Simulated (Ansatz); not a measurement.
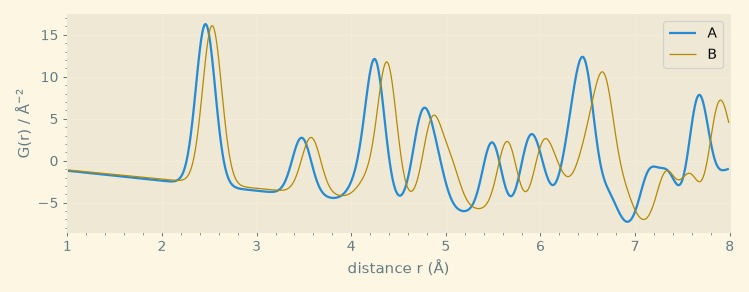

Each curve is a calculated X-ray PDF: distances of the static structure, each pair weighted by the product of the atomic numbers (X-ray weights at Q = 0), broadened by Gaussians with σ = 0.10 Å. Both curves are of Ni in space group P6_3/mmc, for two cells of different size. A: the end point of a relaxation with DFT, r2SCAN, plane waves (500 eV) with PAW, scalar-relativistic (Ansatz 0.2.0); the starting structure was generated, so it need not be a known form of this composition; B: coordinates from a relaxation with DFT, BLYP, plane waves (420 eV) with PAW, scalar-relativistic (Ansatz); the starting structure was generated, so it need not be a known form of this composition.

**How does the volume of B compare with that of A?**

Cell B is larger: the volume of B is 8.8 % above that of A (10.56 and 11.48 Å³ per atom), a mean linear change of 2.8 %. The shortest distance is 2.449 Å in A and 2.526 Å in B.

**Give both cells.**

Cell A: a = 2.449 Å, b = 2.449 Å, c = 4.066 Å, α = 90.00°, β = 90.00°, γ = 120.00°
Cell B: a = 2.526 Å, b = 2.526 Å, c = 4.156 Å, α = 90.00°, β = 90.00°, γ = 120.00°
